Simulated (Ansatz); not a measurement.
## Al9Cu4: nudged elastic band (part 1 of 3)

The run: nudged elastic band of Al9Cu4 (defect cell, 13 atoms in the cell). Method and program: DFT PBE, scalar-relativistic, plane waves, PAW, no spin polarisation (Ansatz 0.2.0).

The structure derives from a Materials Project entry. It belongs to a series of runs on one base structure; here: climbing-image band for the jump of Al by 4.09 A.

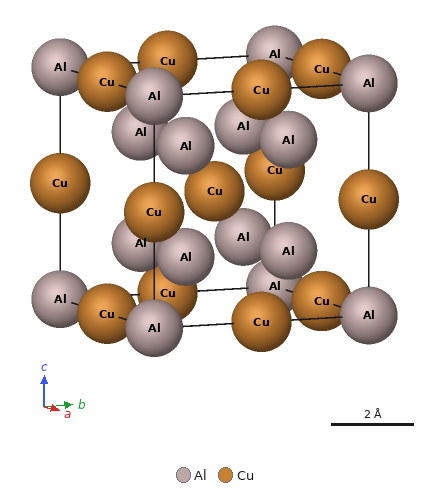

Fig. 1: The input geometry (spheres-only view of the cell of the calculation, seen slightly off an axis). An atom can appear more than once, as a periodic image.

### Results in brief

| quantity | value |
| --- | --- |
| outcome | converged |
| barrier, forward | 0.759 eV |
| barrier, backward | 0.759 eV |
| electrons treated | 103 |
| hardware | 4 threads of Oxide Virtual Turin-like (Zen 5), 32 GiB of memory available, shared host |
| wall time | 29 min (CPU time 75 min) |
| peak memory | 2 GiB |

The order of the saddle point was not checked.

### Input file
```yaml
crystal:
  lattice:
    - [0.0, 0.0, -5.7824626538]
    - [4.0892560504, -4.0892560504, 0.0]
    - [-4.0892560504, -4.0892560504, 0.0]
  atoms:
    - { symbol: Al, position: [0.2603520707, 0.7396751569, 0.2602833634] }
    - { symbol: Al, position: [0.7396389802, 0.2604082666, 0.2604056276] }
    - { symbol: Al, position: [0.2603479894, 0.2602818103, 0.7396766852] }
    - { symbol: Al, position: [0.7397059099, 0.7396198739, 0.739617184] }
    - { symbol: Al, position: [0.260378223, 0.2603159889, 0.260313122] }
    - { symbol: Al, position: [0.7396706095, 0.739587652, 0.2603746712] }
    - { symbol: Al, position: [0.260320795, 0.7397084988, 0.7397056064] }
    - { symbol: Al, position: [0.7396752816, 0.2603728519, 0.7395894073] }
    - { symbol: Cu, position: [0.5001992786, 2.871e-07, 3.137e-07] }
    - { symbol: Cu, position: [-3.82e-08, 0.4999349707, -3.137e-07] }
    - { symbol: Cu, position: [0.4999079644, 0.5000298154, 0.5000342982] }
    - { symbol: Cu, position: [3.82e-08, -2.871e-07, 0.4999251675] }
    - { symbol: Al, position: [-0.0001180109, 3.72105e-05, 4.29182e-05] }
basis:
  ecutwfc: 420
  xc_grid: 2
kpoints:
  mp_grid: { grid: [4, 4, 4], shift: [0.5, 0.5, 0.5] }
hamiltonian:
  xc: pbe
scf:
  occupations: { method: gaussian, width: 0.1 }
output:
  forces: true
neb:
  images: 5
  f_tol: 0.05
  max_iterations: 70
  order_check: false
  final_atoms:
    - { symbol: Al, position: [0.2397059099, 0.7396198739, 0.239617184] }
    - { symbol: Al, position: [0.7603479894, 0.2602818103, 0.2396766852] }
    - { symbol: Al, position: [0.2396389802, 0.2604082666, 0.7604056276] }
    - { symbol: Al, position: [0.7603520707, 0.7396751569, 0.7602833634] }
    - { symbol: Al, position: [0.2396752816, 0.2603728519, 0.2395894073] }
    - { symbol: Al, position: [0.760320795, 0.7397084988, 0.2397056064] }
    - { symbol: Al, position: [0.2396706095, 0.739587652, 0.7603746712] }
    - { symbol: Al, position: [0.760378223, 0.2603159889, 0.760313122] }
    - { symbol: Cu, position: [0.5000000382, -2.871e-07, -7.48325e-05] }
    - { symbol: Cu, position: [-9.20356e-05, 0.5000298154, 3.42982e-05] }
    - { symbol: Cu, position: [0.4999999618, 0.4999349707, 0.4999996863] }
    - { symbol: Cu, position: [0.0001992786, 2.871e-07, 0.5000003137] }
    - { symbol: Al, position: [-0.5001180109, 3.72105e-05, -0.4999570818] }
```

Launch command:
```bash
ansatz run input.yaml --threads 4 --pin off --max-ram 10240MiB --backend cpu --events-out ev --progress --plain --runs-dir out
```

### The program's output
```
Warning: neb: disabling space-group detection — the band's intermediate images generally break the endpoint symmetry, so no spatial operation reduces the k-mesh or symmetrises the density, except that a semilocal band can use its path's symmetry ahead of convergence; time reversal is kept, so that k and −k are solved as one point where they differ and the mesh holds both, and exact exchange and, on two spinor components, a DFT+U term hold to it where the run has them: on two components no moment then forms, and a state that bears one, which a typed moment (crystal.atoms[].spin; refused beside efield: under a hybrid functional) reaches, can lie lower, under hf by electronvolts; crystal.symmetry.detect: false (a key that needs symmetry detection or time reversal refuses this as the deck is read) with time_reversal: false beside it drops time reversal too
Engine: ansatz 0.2.0, x86_64-unknown-linux-gnu
Pseudopotentials: kind: paw
Pseudopotential: Al, paw, valence charge 3, recommended cutoff 420 eV (normal), Al.paw.azcp
Pseudopotential: Cu, paw, valence charge 19, recommended cutoff 420 eV (normal), Cu.paw.azcp
Functional definition: PBE
  parameter kappa = 0.804
  parameter beta = 0.06672455060314922
  exchange = pbe_x(kappa = kappa, mu = beta*pi^2/3)
  correlation = pbe_c(beta = beta)
parallel-image band execution: 4 concurrent image workers
NEB image 0
Crystal: 13 atoms, lattice volume = 193.389 Å³
Basis set: ecut = 420 eV, 3791 PW (Γ), exchange–correlation on 80×80×80 points (8 copies of the dense FFT grid, shifted against one another)
Bands: 65, of which v1, the nominal top of the filled ones, is band 52 counted from 1 (51 counted from 0)
Symmetry: 1 space group operations
k-points: 32 of 64 (time reversal used)
Non-local potential: Al, projectors of the file, l = 0: 2, l = 1: 2, l = 2: 1
Non-local potential: Cu, projectors of the file, l = 0: 3, l = 1: 2, l = 2: 3, l = 3: 1
PAW form: soft (Blöchl's): semilocal exchange-correlation on the pseudo side does not see the compensation charge
PAW one-centre angular grid: Al, 110 points (default); XC on 64 Gauss nodes
PAW one-centre angular grid: Cu, 590 points (default); XC on 64 Gauss nodes
Initial density: superposition of atomic densities (neutral atoms: chi_scale 0, normalization atom), corrected by the library's trained network
Initial wavefunctions: pseudopotential atomic-orbital guess
Functional: x = pbe(κ = 0.804, μ = 0.2195149727645171), c = pbe(β = 0.06672455060314922)
SCF iter   1: F=—  HF=-31339.243707 eV  |F-HF|=—  |Δ(HF+E_count)|=         —  Δρ=4.21e-3  dr2=2.66e-2  ethr=1.77e-3  ⟨swp⟩=7.3  Hψ=8970  notcnv=0  defer=2
preconditioner: auto → Resta (q_TF=auto, 2.456 Å⁻¹)  ε∞=10.3  [insulator: Δε(μ)=0.102 eV  Ē_g=7.361 eV  σ=0.100 eV  W_gap=0.51  n_scr=56 (ndim 8)  ℏωp=22.5 eV  f_vac=0.000  D(μ)=6.82/eV (n_scr^D=56)  ε∞_Penn≈10.3]
SCF iter   2: F=—  HF=-31339.242758 eV  |F-HF|=—  |Δ(HF+E_count)|=   9.48e-4  Δρ=1.41e-3  dr2=3.20e-3  ethr=2.58e-5  ⟨swp⟩=2.0  Hψ=3276  notcnv=0  defer=6
SCF iter   3: F=—  HF=-31339.242144 eV  |F-HF|=—  |Δ(HF+E_count)|=   6.14e-4  Δρ=8.62e-4  dr2=1.82e-3  ethr=3.11e-6  ⟨swp⟩=2.2  Hψ=2998  notcnv=0  defer=6
SCF iter   4: F=—  HF=-31339.241886 eV  |F-HF|=—  |Δ(HF+E_count)|=   2.58e-4  Δρ=1.15e-4  dr2=2.86e-5  ethr=1.77e-6  ⟨swp⟩=2.0  Hψ=2474  notcnv=0  defer=6
SCF iter   5: F=—  HF=-31339.241684 eV  |F-HF|=—  |Δ(HF+E_count)|=   2.02e-4  Δρ=1.64e-4  dr2=3.96e-5  ethr=2.77e-8  ⟨swp⟩=2.0  Hψ=3556  notcnv=0  defer=6
SCF iter   6: F=—  HF=-31339.241680 eV  |F-HF|=—  |Δ(HF+E_count)|=   4.28e-6  Δρ=5.90e-5  dr2=4.42e-6  ethr=2.77e-8  ⟨swp⟩=2.0  Hψ=2846  notcnv=0  defer=6
SCF iter   7: F=—  HF=-31339.241679 eV  |F-HF|=—  |Δ(HF+E_count)|=   5.90e-7  Δρ=1.99e-5  dr2=6.35e-7  ethr=4.30e-9  ⟨swp⟩=3.0  Hψ=3778  notcnv=0  defer=6
SCF iter   8: F=-31339.241679 eV  HF=-31339.241679 eV  |F-HF|=7.97e-9  |Δ(HF+E_count)|=   4.99e-8  Δρ=3.04e-6  dr2=2.17e-8  ethr=9.71e-11  ⟨swp⟩=3.0  Hψ=6837  notcnv=0
SCF 1 converged in 8 iterations: F = -31339.241679 eV  dr2 = 2.17e-8
  greatest PAW one-centre occupation: 1.000 electrons in one spin orbital (limit 2), on the Cu atom at site 8 (counted from 0), in its partial waves of l = 0
NSCF: frozen V_eff on 32 k-points
NEB image 6
SCF iter   1: F=—  HF=-31339.243749 eV  |F-HF|=—  |Δ(HF+E_count)|=         —  Δρ=4.20e-3  dr2=2.65e-2  ethr=1.77e-3  ⟨swp⟩=7.4  Hψ=8991  notcnv=0  defer=3
SCF iter   2: F=—  HF=-31339.242755 eV  |F-HF|=—  |Δ(HF+E_count)|=   9.95e-4  Δρ=1.41e-3  dr2=3.19e-3  ethr=2.57e-5  ⟨swp⟩=2.0  Hψ=3305  notcnv=0  defer=5
SCF iter   3: F=—  HF=-31339.242142 eV  |F-HF|=—  |Δ(HF+E_count)|=   6.13e-4  Δρ=8.61e-4  dr2=1.82e-3  ethr=3.10e-6  ⟨swp⟩=2.2  Hψ=2977  notcnv=0  defer=5
SCF iter   4: F=—  HF=-31339.241886 eV  |F-HF|=—  |Δ(HF+E_count)|=   2.57e-4  Δρ=1.15e-4  dr2=2.84e-5  ethr=1.76e-6  ⟨swp⟩=2.0  Hψ=2474  notcnv=0  defer=5
SCF iter   5: F=—  HF=-31339.241684 eV  |F-HF|=—  |Δ(HF+E_count)|=   2.02e-4  Δρ=1.64e-4  dr2=3.94e-5  ethr=2.76e-8  ⟨swp⟩=2.0  Hψ=3556  notcnv=0  defer=5
SCF iter   6: F=—  HF=-31339.241680 eV  |F-HF|=—  |Δ(HF+E_count)|=   4.16e-6  Δρ=6.39e-5  dr2=4.94e-6  ethr=2.76e-8  ⟨swp⟩=2.0  Hψ=3420  notcnv=0  defer=5
SCF iter   7: F=—  HF=-31339.241679 eV  |F-HF|=—  |Δ(HF+E_count)|=   7.41e-7  Δρ=1.78e-5  dr2=5.16e-7  ethr=4.79e-9  ⟨swp⟩=2.1  Hψ=2720  notcnv=0  defer=5
SCF iter   8: F=-31339.241679 eV  HF=-31339.241679 eV  |F-HF|=5.62e-9  |Δ(HF+E_count)|=   1.79e-8  Δρ=2.82e-6  dr2=2.08e-8  ethr=9.71e-11  ⟨swp⟩=4.0  Hψ=6644  notcnv=0
SCF 2 converged in 8 iterations: F = -31339.241679 eV  dr2 = 2.08e-8
[... from here on the iterations of each SCF are left out, up to the last one ...]
NSCF: frozen V_eff on 32 k-points
NEB end point (image 0): max|allowed force component| = 1.093e-3 eV/Å (the criterion of neb.relax_end_points is 1.000e-2)
NEB end point (image 6): max|allowed force component| = 1.093e-3 eV/Å (the criterion of neb.relax_end_points is 1.000e-2)
NEB image 1
preconditioner: auto → Resta (q_TF=auto, 2.456 Å⁻¹)  ε∞=10.3  [insulator: Δε(μ)=0.133 eV  Ē_g=7.392 eV  σ=0.100 eV  W_gap=0.60  n_scr=56 (ndim 8)  ℏωp=22.5 eV  f_vac=0.000  D(μ)=5.33/eV (n_scr^D=32)  ε∞_Penn≈10.3]
SCF 3 converged in 8 iterations: F = -31336.709631 eV  dr2 = 5.50e-8
NEB image 2
preconditioner: auto → Kerker (q_TF=auto, 2.456 Å⁻¹)  [metal: Δε(μ)=0.063 eV  Ē_g=7.439 eV  σ=0.100 eV  W_gap=0.34  n_scr=56 (ndim 8)  ℏωp=22.5 eV  f_vac=0.000  D(μ)=3.53/eV (n_scr^D=18)]
SCF 4 converged in 9 iterations: F = -31325.697166 eV  dr2 = 8.62e-8
NEB image 3
preconditioner: auto → Kerker (q_TF=auto, 2.456 Å⁻¹)  [metal: Δε(μ)=0.040 eV  Ē_g=7.480 eV  σ=0.100 eV  W_gap=0.22  n_scr=56 (ndim 8)  ℏωp=22.5 eV  f_vac=0.000  D(μ)=3.94/eV (n_scr^D=26)]
SCF 5 converged in 10 iterations: F = -31316.010742 eV  dr2 = 1.41e-8
NEB image 4
SCF 6 converged in 9 iterations: F = -31325.703244 eV  dr2 = 9.35e-8
NEB image 5
SCF 7 converged in 8 iterations: F = -31336.711442 eV  dr2 = 5.67e-8
NEB iter   1: max|band force component| = 2.393e1 eV/Å  barrier→ = 23.2309 eV  barrier← = 23.2309 eV  Δτ_max = 0.2000 Å  (60 SCF iters)
NEB image 1
Initial density: handed on by an earlier stage of this run
Initial wavefunctions: those handed on with the density
preconditioner: auto → Kerker (q_TF=auto, 2.456 Å⁻¹)  [metal: Δε(μ)=0.049 eV  Ē_g=7.360 eV  σ=0.100 eV  W_gap=0.27  n_scr=56 (ndim 8)  ℏωp=22.5 eV  f_vac=0.000  D(μ)=5.04/eV (n_scr^D=26)]
SCF 8 converged in 9 iterations: F = -31337.942854 eV  dr2 = 2.73e-8
NEB image 2
preconditioner: auto → Resta (q_TF=auto, 2.456 Å⁻¹)  ε∞=10.2  [insulator: Δε(μ)=0.139 eV  Ē_g=7.434 eV  σ=0.100 eV  W_gap=0.65  n_scr=56 (ndim 8)  ℏωp=22.5 eV  f_vac=0.000  D(μ)=3.33/eV (n_scr^D=18)  ε∞_Penn≈10.2]
SCF 9 converged in 9 iterations: F = -31331.414529 eV  dr2 = 1.10e-8
NEB image 3
preconditioner: auto → Kerker (q_TF=auto, 2.456 Å⁻¹)  [metal: Δε(μ)=0.084 eV  Ē_g=7.449 eV  σ=0.100 eV  W_gap=0.39  n_scr=56 (ndim 8)  ℏωp=22.5 eV  f_vac=0.000  D(μ)=3.32/eV (n_scr^D=18)]
SCF 10 converged in 10 iterations: F = -31326.640520 eV  dr2 = 1.52e-8
NEB image 4
preconditioner: auto → Resta (q_TF=auto, 2.456 Å⁻¹)  ε∞=10.2  [insulator: Δε(μ)=0.139 eV  Ē_g=7.433 eV  σ=0.100 eV  W_gap=0.65  n_scr=56 (ndim 8)  ℏωp=22.5 eV  f_vac=0.000  D(μ)=3.33/eV (n_scr^D=18)  ε∞_Penn≈10.2]
SCF 11 converged in 9 iterations: F = -31331.439792 eV  dr2 = 1.09e-8
NEB image 5
preconditioner: auto → Kerker (q_TF=auto, 2.456 Å⁻¹)  [metal: Δε(μ)=0.050 eV  Ē_g=7.360 eV  σ=0.100 eV  W_gap=0.27  n_scr=56 (ndim 8)  ℏωp=22.5 eV  f_vac=0.000  D(μ)=5.04/eV (n_scr^D=26)]
SCF 12 converged in 9 iterations: F = -31337.948783 eV  dr2 = 2.74e-8
NEB iter   2: max|band force component| = 1.273e1 eV/Å  barrier→ = 12.6012 eV  barrier← = 12.6012 eV  Δτ_max = 0.2000 Å  (46 SCF iters)
[... from here on the SCF iterations and repeated set-up lines of each step are left out, up to the last step ...]
NEB image 1
SCF 13 converged in 8 iterations: F = -31338.169654 eV  dr2 = 4.45e-8
NEB image 2
SCF 14 converged in 9 iterations: F = -31334.046058 eV  dr2 = 1.87e-8
NEB image 3
SCF 15 converged in 9 iterations: F = -31330.890292 eV  dr2 = 7.95e-8
NEB image 4
SCF 16 converged in 9 iterations: F = -31334.052630 eV  dr2 = 1.80e-8
NEB image 5
SCF 17 converged in 8 iterations: F = -31338.173117 eV  dr2 = 4.53e-8
NEB iter   3: max|band force component| = 1.080e0 eV/Å  barrier→ = 8.3514 eV  barrier← = 8.3514 eV  Δτ_max = 0.0418 Å  (43 SCF iters)
NEB image 1
SCF 18 converged in 8 iterations: F = -31338.168337 eV  dr2 = 3.08e-8
NEB image 2
SCF 19 converged in 7 iterations: F = -31334.155249 eV  dr2 = 7.57e-8
NEB image 3
SCF 20 converged in 8 iterations: F = -31330.935818 eV  dr2 = 3.57e-8
NEB image 4
SCF 21 converged in 7 iterations: F = -31334.161239 eV  dr2 = 7.54e-8
NEB image 5
SCF 22 converged in 8 iterations: F = -31338.171591 eV  dr2 = 3.13e-8
NEB iter   4: max|band force component| = 1.764e-1 eV/Å  barrier→ = 8.3059 eV  barrier← = 8.3059 eV  CI = image 3  Δτ_max = 0.0169 Å  (38 SCF iters)
NEB image 1
SCF 23 converged in 6 iterations: F = -31338.157015 eV  dr2 = 1.60e-8
NEB image 2
SCF 24 converged in 7 iterations: F = -31334.162708 eV  dr2 = 7.61e-9
NEB image 3
SCF 25 converged in 6 iterations: F = -31330.941496 eV  dr2 = 9.43e-8
NEB image 4
SCF 26 converged in 7 iterations: F = -31334.165679 eV  dr2 = 7.68e-9
NEB image 5
SCF 27 converged in 6 iterations: F = -31338.159676 eV  dr2 = 1.62e-8
NEB iter   5: max|band force component| = 6.077e-2 eV/Å  barrier→ = 8.3002 eV  barrier← = 8.3002 eV  CI = image 3  Δτ_max = 0.0130 Å  (32 SCF iters)
NEB image 1
SCF 28 converged in 6 iterations: F = -31338.149514 eV  dr2 = 8.80e-8
NEB image 2
SCF 29 converged in 6 iterations: F = -31334.159264 eV  dr2 = 2.85e-8
NEB image 3
SCF 30 converged in 6 iterations: F = -31330.945651 eV  dr2 = 6.24e-8
NEB image 4
SCF 31 converged in 6 iterations: F = -31334.161761 eV  dr2 = 3.05e-8
NEB image 5
SCF 32 converged in 6 iterations: F = -31338.152128 eV  dr2 = 8.79e-8
NEB iter   6: max|band force component| = 1.953e-1 eV/Å  barrier→ = 8.2960 eV  barrier← = 8.2960 eV  CI = image 3  Δτ_max = 0.0065 Å  (30 SCF iters)
NEB image 1
SCF 33 converged in 6 iterations: F = -31338.149536 eV  dr2 = 2.33e-8
NEB image 2
SCF 34 converged in 6 iterations: F = -31334.161859 eV  dr2 = 6.88e-9
NEB image 3
SCF 35 converged in 6 iterations: F = -31330.950082 eV  dr2 = 3.06e-8
NEB image 4
SCF 36 converged in 6 iterations: F = -31334.164386 eV  dr2 = 6.94e-9
NEB image 5
SCF 37 converged in 6 iterations: F = -31338.152200 eV  dr2 = 2.30e-8
NEB iter   7: max|band force component| = 2.718e-1 eV/Å  barrier→ = 8.2916 eV  barrier← = 8.2916 eV  CI = image 3  Δτ_max = 0.0130 Å  (30 SCF iters)
NEB image 1
SCF 38 converged in 6 iterations: F = -31338.150408 eV  dr2 = 3.01e-8
NEB image 2
SCF 39 converged in 6 iterations: F = -31334.168945 eV  dr2 = 1.93e-8
NEB image 3
SCF 40 converged in 6 iterations: F = -31330.963189 eV  dr2 = 7.22e-8
NEB image 4
SCF 41 converged in 6 iterations: F = -31334.171460 eV  dr2 = 1.91e-8
NEB image 5
SCF 42 converged in 6 iterations: F = -31338.153030 eV  dr2 = 3.02e-8
NEB iter   8: max|band force component| = 4.223e-1 eV/Å  barrier→ = 8.2785 eV  barrier← = 8.2785 eV  CI = image 3  Δτ_max = 0.0259 Å  (30 SCF iters)
NEB image 1
SCF 43 converged in 7 iterations: F = -31338.150528 eV  dr2 = 3.41e-8
NEB image 2
SCF 44 converged in 7 iterations: F = -31334.191189 eV  dr2 = 1.98e-8
NEB image 3
SCF 45 converged in 8 iterations: F = -31331.005917 eV  dr2 = 2.19e-8
NEB image 4
SCF 46 converged in 7 iterations: F = -31334.193621 eV  dr2 = 2.04e-8
NEB image 5
SCF 47 converged in 7 iterations: F = -31338.153064 eV  dr2 = 3.39e-8
NEB iter   9: max|band force component| = 7.158e-1 eV/Å  barrier→ = 8.2358 eV  barrier← = 8.2358 eV  CI = image 3  Δτ_max = 0.0517 Å  (36 SCF iters)
NEB image 1
SCF 48 converged in 8 iterations: F = -31338.147448 eV  dr2 = 1.42e-8
NEB image 2
SCF 49 converged in 7 iterations: F = -31334.268382 eV  dr2 = 6.05e-8
NEB image 3
SCF 50 converged in 8 iterations: F = -31331.158704 eV  dr2 = 6.96e-8
NEB image 4
SCF 51 converged in 7 iterations: F = -31334.270650 eV  dr2 = 6.08e-8
NEB image 5
SCF 52 converged in 8 iterations: F = -31338.149845 eV  dr2 = 1.41e-8
NEB iter  10: max|band force component| = 1.237e0 eV/Å  barrier→ = 8.0830 eV  barrier← = 8.0830 eV  CI = image 3  Δτ_max = 0.1027 Å  (38 SCF iters)
NEB image 1
SCF 53 converged in 8 iterations: F = -31338.131072 eV  dr2 = 5.18e-8
NEB image 2
SCF 54 converged in 8 iterations: F = -31334.544416 eV  dr2 = 2.71e-8
NEB image 3
SCF 55 converged in 9 iterations: F = -31331.710262 eV  dr2 = 3.44e-8
```
